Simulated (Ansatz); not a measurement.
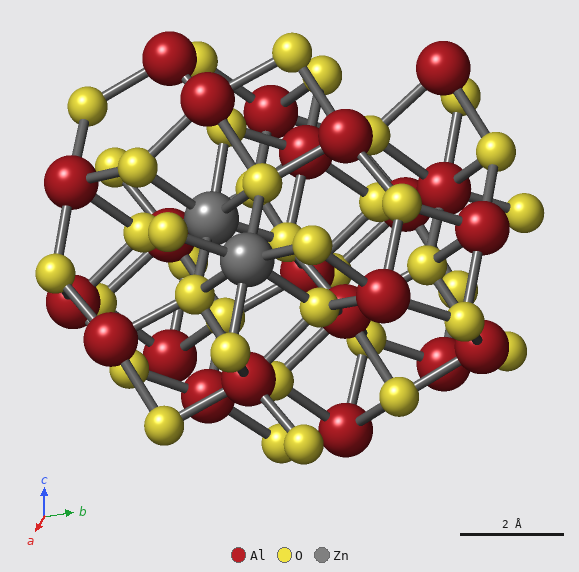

This is the input geometry for a relaxation of a defect cell of composition Al46O72Zn2. The picture is a ball-and-stick view of the atoms within 5.0 Å of the atom that moves most (axes of the cell of the calculation (origin shifted)), seen from a free direction.

The atoms of the start lie slightly off their symmetric places, so part of the fall in energy undoes that.

All numbers below come from DFT, PBEsol, PAW, plane waves (Ansatz).

Set-up: plane-wave cutoff 420 eV; k-point mesh 1 × 1 × 1; mesh shifted by (0.25, 0.25, 0.25); no spin polarisation; atoms relaxed in a fixed cell; force threshold 0.03 eV/Å; at most 80 steps.

```xyz
120
Lattice="9.5479 0.0000 0.0000 -4.7739 8.2687 0.0000 0.0000 0.0000 13.0136" Properties=species:S:1:pos:R:3 pbc="T T T"
Al    2.3458    1.3624    2.4358
Al   -0.0093    5.5017    2.4032
Al    7.1540    1.3541    2.3853
Al    4.7704    5.5238    2.4011
Al    0.0449    2.7524    0.2241
Al   -2.3610    6.9052    0.2578
Al    4.7729    2.7659    0.2558
Al    2.4202    6.8991    0.2321
Al   -2.3963    6.8980    4.0885
Al    4.7463    2.7966    4.0795
Al    2.3940    6.8778    4.1022
Al    0.0162    2.7309    6.7351
Al   -2.3991    6.8832    6.7444
Al    4.7855    2.7479    6.7337
Al    2.3943    6.9083    6.7447
Al   -4.7512    8.2461    4.5661
Al    7.1590    4.1147    4.5558
Al    4.7704    0.0087    4.5859
Al    9.5207    0.0031    1.9195
Al    7.1385    4.1362    1.9259
Al    4.7752    0.0008    1.9738
Al    2.3490    4.1452    1.9117
Al    9.5214    0.0176    8.4201
Al    7.1354    4.1527    8.4172
Al   -0.0115    8.2639    8.4482
Al    2.4037    4.1498    8.4108
Al    4.7673    8.2586   11.1159
Al    7.1523    4.0747   11.0812
Al    0.0033    8.2536   11.0955
Al    2.3849    4.1511   11.0849
Al    2.3798    1.3793    8.8981
Al   -0.0049    5.5014    8.9342
Al    7.1677    1.3953    8.9027
Al    4.7798    5.4760    8.9324
Al    2.4054    1.3950    6.2516
Al   -0.0166    5.5086    6.2580
Al    7.1673    1.3583    6.2746
Al    4.7695    5.5069    6.2965
Al    2.3792    1.3859   12.7566
Al   -0.0428    5.5070   12.7918
Al    7.1845    1.3702   12.7458
Al    4.8007    5.5400   12.7767
Al    0.0157    2.7511   10.6129
Al   -2.4005    6.8952   10.6293
Al    4.7829    2.7496   10.5882
Al    2.3902    6.8784   10.6046
O     1.4722    0.0235    3.2863
O    -0.9271    4.1041    3.2975
O     6.2574    0.0241    3.2639
O     3.8494    4.1569    3.2398
O     3.1274    0.0950    1.0740
O     0.7238    4.2477    1.0851
O     7.9013    0.0761    1.1090
O     5.4937    4.2235    1.0956
O    -0.7104    1.2508    3.2626
O    -3.1030    5.4104    3.2666
O     4.0269    1.2692    3.2425
O     1.5961    5.3931    3.2713
O     1.6589    2.8862    3.2717
O    -0.7254    6.9795    3.2487
O     6.3978    2.9017    3.2266
O     4.0180    7.0384    3.2442
O     0.9331    1.3790    1.0957
O    -1.5056    5.5563    1.0764
O     5.7496    1.3752    1.1044
O     3.2877    5.4971    1.1077
O     1.6507    0.0866    7.5944
O    -0.7445    4.2480    7.5740
O     6.4331    0.1517    7.5861
O     4.0369    4.2115    7.5893
O     0.7325    1.4988    5.4356
O    -1.6773    5.5921    5.4633
O     5.5103    1.5115    5.4160
O     3.1171    5.6282    5.4209
O    -1.4455    2.7445    5.4055
O    -3.8600    6.8670    5.4043
O     3.3195    2.7608    5.4532
O     0.9359    6.8877    5.4176
O    -0.7152    1.5371   11.9363
O    -3.1182    5.6464   11.9401
O     4.0761    1.4677   11.9581
O     1.6687    5.6286   11.9489
O     7.8629    2.8816    9.7825
O    -4.0332    7.0281    9.6995
O     3.0606    2.8506    9.7672
O     0.7348    7.0179    9.7512
O     3.1211    2.6366    1.0819
O     0.7486    6.7873    1.0616
O     7.8931    2.6655    1.1006
O     5.5072    6.7696    1.0329
O     3.8680    1.3858    7.5843
O     1.4643    5.5006    7.5657
O     8.6297    1.4032    7.5915
O     6.2254    5.5542    7.5734
O     1.6790    2.6524    7.5795
O    -0.7434    6.7817    7.6109
O     6.4595    2.6322    7.5701
O     4.0489    6.7659    7.5757
O     0.7019    4.0088    5.3897
O    -1.6734    8.1310    5.4181
O     5.4976    4.0220    5.4104
O     3.1439    8.1592    5.4108
O     1.4540    2.7481   11.9003
O    -0.9509    6.8837   11.9513
O     6.2220    2.7337   11.9532
O     3.8470    6.8888   11.9078
O     3.2994    0.0074    9.7448
O     0.9024    4.1221    9.7602
O     8.0536    0.0047    9.7802
O     5.7364    4.1476    9.7486
O     0.7278    1.2870    9.7876
O    -1.6364    5.4355    9.7497
O     5.4845    1.2469    9.7471
O     3.1291    5.3867    9.7441
O    -0.7695    4.0265   11.9570
O    -3.1327    8.1417   11.9086
O     4.0450    4.0062   11.9232
O     1.6415    8.1422   11.9238
Zn   -0.0320    2.7982    4.0972
Zn    2.4261    4.1377    4.5735
```

### What does the optimiser find from here?

Over 5 geometry steps the energy falls by 2.495 eV per cell of the calculation. The largest force component goes from 3.3 to 0.027 eV/Å. The atom that moves furthest is O48 (0.18 Å along [0 3 −1]). Largest moves by element: O 0.18 Å, Zn 0.10 Å, Al 0.08 Å. The cell doesn't change. Among the contacts that change: O75–Zn119 1.927 → 2.129 Å, O50–Zn120 1.951 → 2.129 Å, O48–Zn119 1.774 → 1.945 Å, O99–Zn119 1.917 → 2.072 Å. Among the angles between lasting bonds that change: O58–Zn120–O77 167.3° → 158.7°, O48–Al17–O75 84.8° → 93.1°, O59–Zn120–O74 164.7° → 157.5°.

Step by step:

```json
{"step": "0", "E − E(0), meV/atom": "0.00", "largest force component, eV/Å": "3.3354"}
{"step": "1", "E − E(0), meV/atom": "-13.19", "largest force component, eV/Å": "1.8556"}
{"step": "2", "E − E(0), meV/atom": "-20.43", "largest force component, eV/Å": "0.2433"}
{"step": "3", "E − E(0), meV/atom": "-20.71", "largest force component, eV/Å": "0.1486"}
{"step": "4", "E − E(0), meV/atom": "-20.79", "largest force component, eV/Å": "0.0271"}
{"step": "5", "E − E(0), meV/atom": "-20.79", "largest force component, eV/Å": "0.0273"}
```

The end point in the same view:

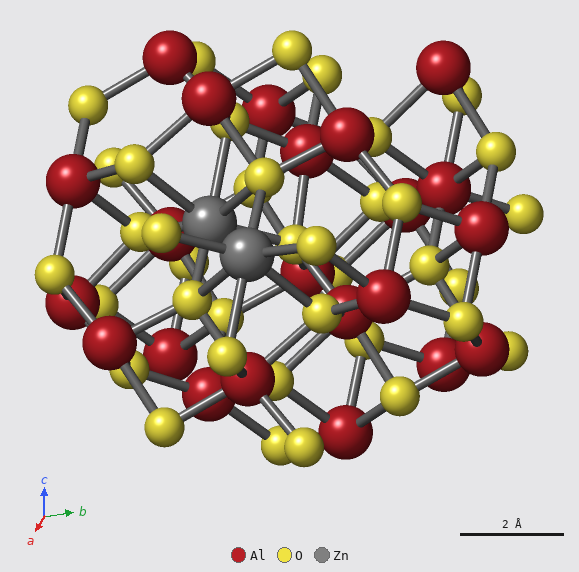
